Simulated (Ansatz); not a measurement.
# Monolayer Bi2Se3: simulated STM

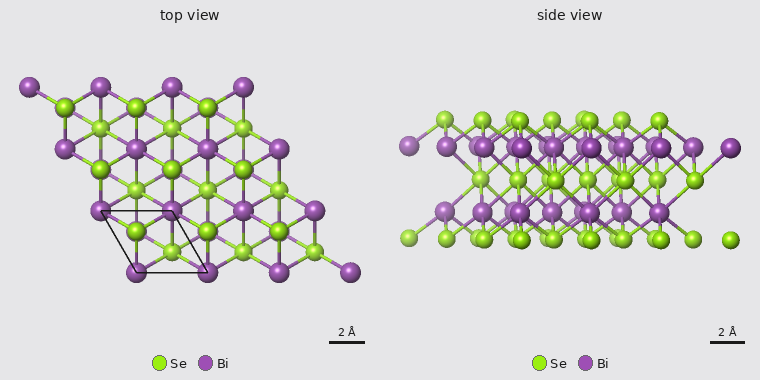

The relaxed structure from above and from the side.

The calculation used DFT PBE+D3(BJ), scalar-relativistic, plane waves, PAW (Ansatz). Cutoff 420 eV, 21 × 21 k-points, Gaussian smearing 0.05 eV, dipole correction. No spin polarisation. Spin–orbit coupling is left out; with Bi it can shift levels and gaps. The run warns that the functional's potential is rough in the thin density of the vacuum, where the tip is; weak contrasts and barriers may feel it.

The STM signal is simulated in the Tersoff–Hamann approximation. Zero bias is put in the middle of the gap by convention. Bias windows are sharp sums over the levels of the k mesh.

```cif
data_structure
_symmetry_space_group_name_H-M 'P 1'
_symmetry_Int_Tables_number 1
_cell_length_a 4.1273
_cell_length_b 4.1273
_cell_length_c 27.0330
_cell_angle_alpha 90.000
_cell_angle_beta 90.000
_cell_angle_gamma 120.000
_cell_volume 398.80
loop_
_atom_site_label
_atom_site_type_symbol
_atom_site_fract_x
_atom_site_fract_y
_atom_site_fract_z
_atom_site_occupancy
Se1 Se 0.00000 0.00000 0.36992 1
Bi1 Bi 0.33333 0.66667 0.42834 1
Se2 Se 0.66667 0.33333 0.50000 1
Bi2 Bi 0.00000 0.00000 0.57166 1
Se3 Se 0.33333 0.66667 0.63008 1
```

Part 1: One image

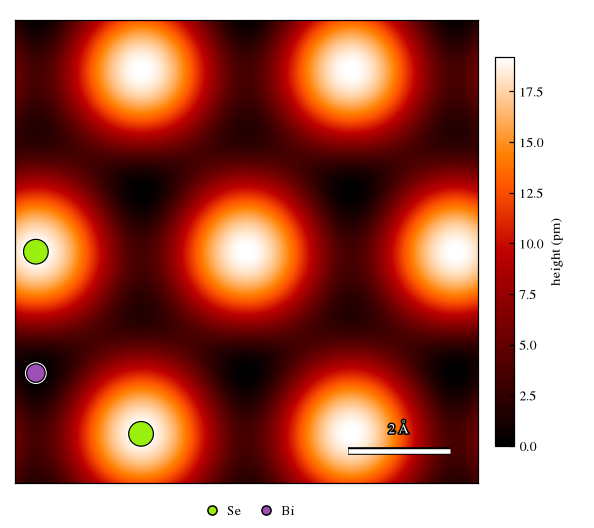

Constant-current image at a set point of 6.7 × 10⁻⁷ e/Å³ of this surface, sample bias −2.45 V. The atoms seen from above are drawn over one corner (deeper ones smaller).

> Which atoms or sites appear bright, which dark, and how strong is the contrast?

The brightest spots lie over the top Se atoms; the darkest points are over the sites above the Bi atoms 1.6 Å below the top plane. The corrugation is 19 pm at a mean tip height of 5.0 Å.

Part 2: Approach curves

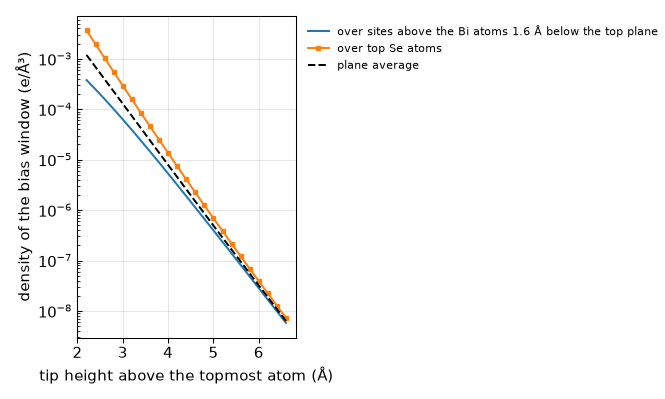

Approach curves over this surface at a sample bias of −1.65 V.

> How fast does the current decay, and what apparent barrier height does that imply?

Near 4 Å the plane average falls as exp(−2.78 z/Å), a factor of 16 per ångström, which gives an apparent barrier of 7.4 eV (0.952 eV Å² times the slope squared). The vacuum level lies 5.47 eV above zero bias. The highest filled states lie 5.94 eV under it. The apparent barrier is above 5.94 eV. At 4 Å the 0.23 eV of states nearest the highest filled state carry 32 % of the density. The value exceeds even the 7.12 eV between the vacuum level and the deepest states of the window, so their depth alone doesn't explain it. States away from the zone centre decay faster, since their momentum along the surface adds to the barrier, and that may account for the rest.

Part 3: States by depth

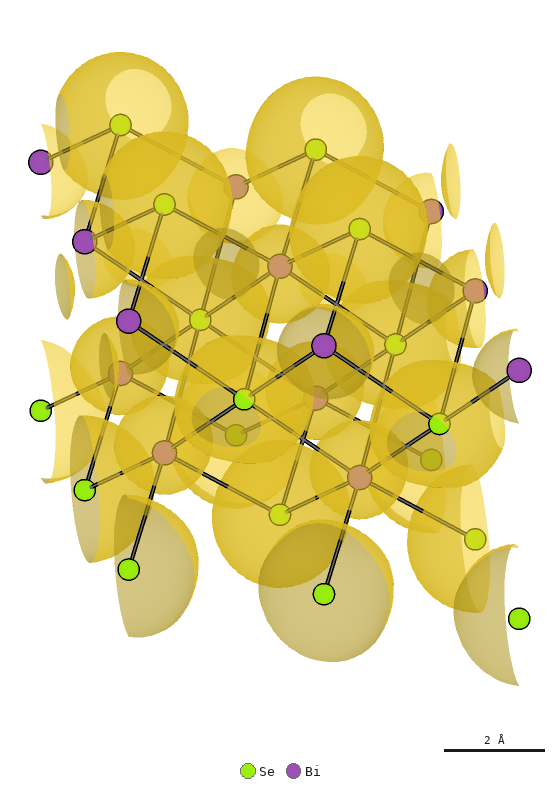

Density of all states between −0.70 and 0.00 eV (zero: the middle of the gap) of this surface: yellow isosurface at 8.4 × 10⁻³ e/Å³, seen from the side, tilted.

The picture shows the smooth PAW orbitals' density alone; the shares below count all of it.

> Where in the slab do these states sit?

The window holds 1.1 states per cell. Shares by plane (space cut midway between planes), top to bottom: Se 27 %, Bi 12 %, Se 22 %, Bi 12 %, Se 27 %; the outer planes' shares include the vacuum, and density in a gap between layers is shared out between the planes on either side. The outer planes of both faces hold more than their share.
